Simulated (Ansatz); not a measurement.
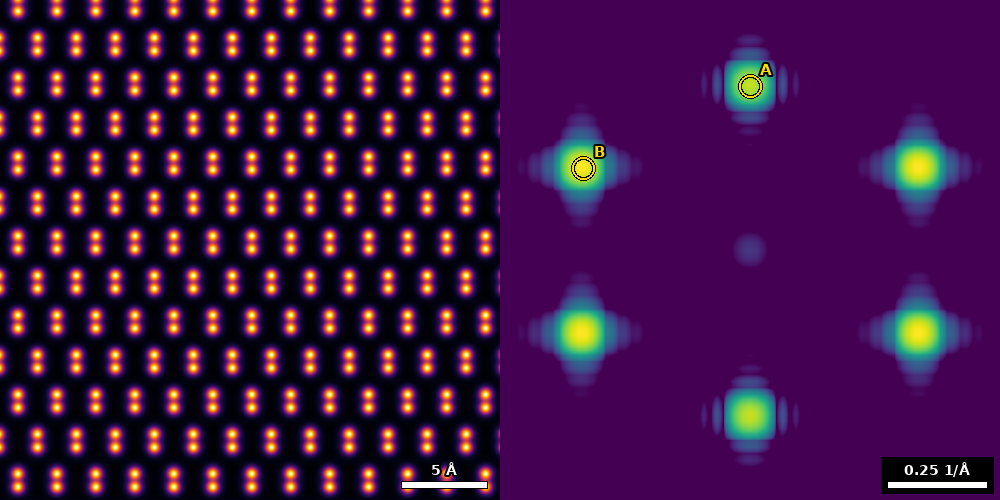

Z-contrast image of Ir (P6_3/mmc, No. 194) along [101]. The image is simulated as a sum over atoms of Z^1.7, blurred by a 0.50 Å probe (no channelling). The probe carries 15 % of its weight in a tail 2.5 times as wide. The display is stretched by a gamma of 0.65; percentages refer to the linear signal. Structure: coordinates from a relaxation with Ansatz 0.2.0, DFT, PBE, plane waves (420 eV) with PAW, scalar-relativistic; the starting structure was generated, so it need not be a known form of this composition.

The right panel is the modulus of the image's Fourier transform on a logarithmic scale.

a = 2.746 Å, b = 2.746 Å, c = 4.462 Å, α = 90.00°, β = 90.00°, γ = 120.00°

Index the marked spots and give their plane spacings (the zone axis points at the viewer; indices equivalent by symmetry, or all signs reversed, are as good).

Answer. A: (010), d = 2.38 Å; B: (-1 1 1), d = 2.10 Å. A and B enclose 64°, and every spot obeys the zone law hu + kv + lw = 0 for [101].
